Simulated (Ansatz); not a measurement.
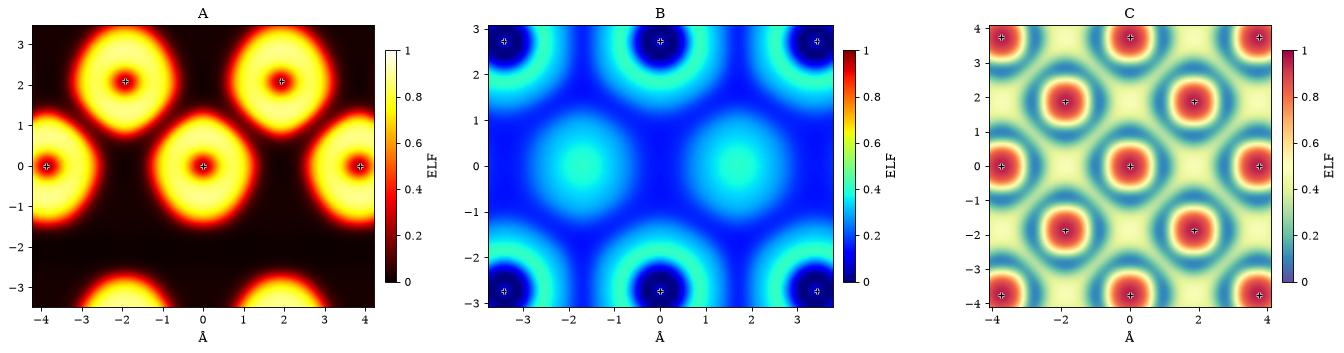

The ELF of 3 systems, each on a plane through atoms (crosses mark nuclei in the plane).

Level of theory: DFT, PBE, PAW with Ansatz's default frozen-core files, scalar-relativistic in Ansatz.

System 1: Cl, the (110) plane of the conventional cell. Space group P6₃/mmc.

```
Cl
1.0
     3.61857    0.00000    0.00000
    -1.80929    3.13378    0.00000
     0.00000    0.00000    3.87118
Cl
2
Direct
  0.33333 0.66667 0.25000
  0.66667 0.33333 0.75000
```

System 2: Cr, the (100) plane of the conventional cell. Space group Fm-3m; computed pressure about −20 GPa in this cell; the program warned that a starting moment wasn't kept; spin-polarised, but the moments vanished.

```
Cr
1.0
     3.75218    0.00000    0.00000
     0.00000    3.75218    0.00000
     0.00000    0.00000    3.75218
Cr
4
Direct
  0.00000 0.00000 0.00000
  0.50000 0.50000 0.00000
  0.50000 0.00000 0.50000
  0.00000 0.50000 0.50000
```

System 3: Tl, the (100) plane of the conventional cell. Space group P6₃/mmc; computed pressure about 5 GPa in this cell.

### Match each panel to its system.

Panel A is system 1, Cl: the plane holds Cl. Cl–Cl (2.85 Å): the ELF peaks at about 0.85 in the valence shell of Cl, 0.7 Å from its nucleus, and drops to about 0.15 between the two atoms. Panel B is system 3, Tl: the plane holds Tl. Tl–Tl (3.42 Å): the ELF is about 0.15 at the midpoint (no localised pair shows between them). Panel C is system 2, Cr: the plane holds Cr. Cr–Cr (2.65 Å): the ELF is about 0.30 at the midpoint.
